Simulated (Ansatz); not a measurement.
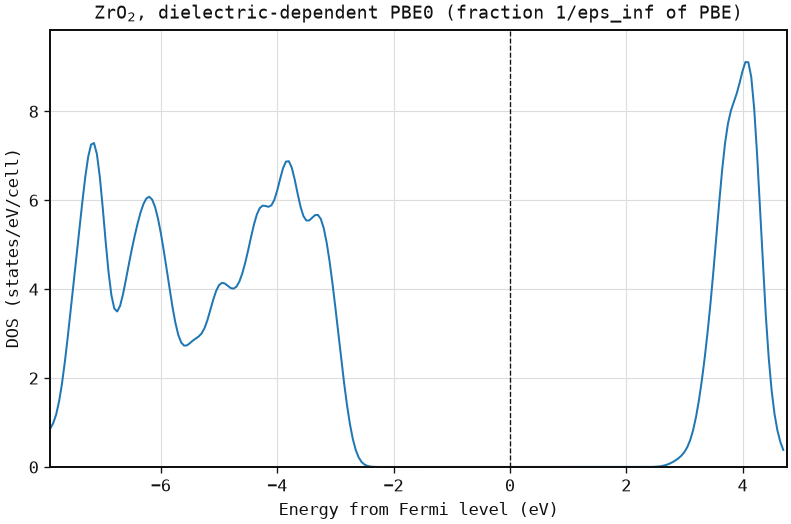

Density of states. Energies are counted from the Fermi level, put mid-gap where there is a gap. The curve is built from the levels of the k mesh with Gaussians 0.4 eV wide, which also blur the band edges.

Calculation on ZrO₂, space group P4_2/nmc, 6 atoms in the cell.

Ansatz 0.2.0; DFT, dielectric-dependent PBE0 (fraction 1/eps_inf of PBE), plane waves, PAW, no spin polarisation, 4×4×4 k mesh, 420 eV cutoff.

> Is there a gap at the Fermi level, and how wide?

There is a gap; over the k points computed it is 5.80 eV (indirect; the smallest direct gap is 5.89 eV).

The k mesh is coarse, so the curve is spiky and fine features aren't converged.
